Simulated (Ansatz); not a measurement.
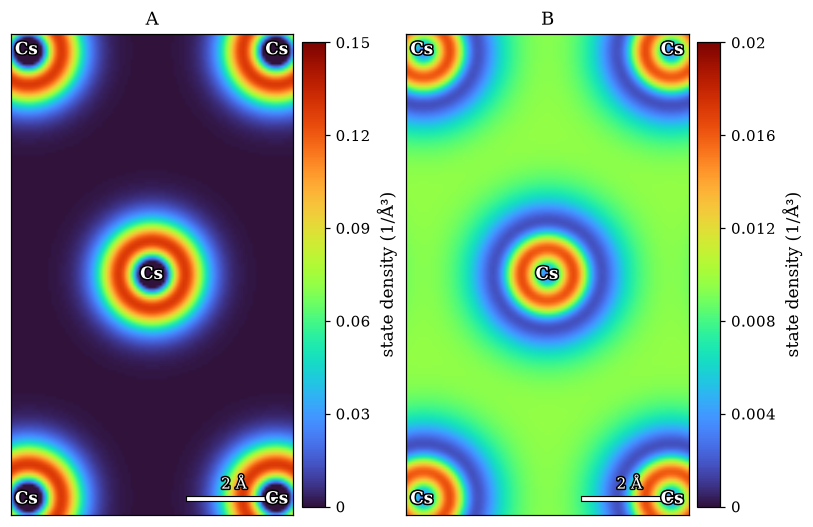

Cs: densities of the states in two energy windows, on the (011̄) plane of the conventional cell.

Space group I4/mmm. This isn't the usual form at ambient conditions. The cell comes from a database of computed structures, not from a measurement.

All numbers below come from DFT PBE, scalar-relativistic, plane waves, PAW (Ansatz 0.2.0).

Core electrons are frozen (PAW), so the fields are smoothed inside the atomic spheres.

```
Cs
1.0
     5.50015    0.00000    0.00000
     0.00000    5.50015    0.00000
     0.00000    0.00000    8.19448
Cs
2
Direct
  0.00000 0.00000 0.00000
  0.50000 0.50000 0.50000
```

The windows, about the Fermi level, are −10.75 to −10.59 eV and −1.2 to 0.0 eV. Which panel shows which?

Answer. Panel A: −10.75 to −10.59 eV, a separate group of bands, mainly Cs 5p (over 95 %).
Panel B: −1.2 to 0.0 eV, the filled states just under the Fermi level, mainly Cs 6s (over 95 %).
The characters are Löwdin shares on a minimal set of atomic orbitals.
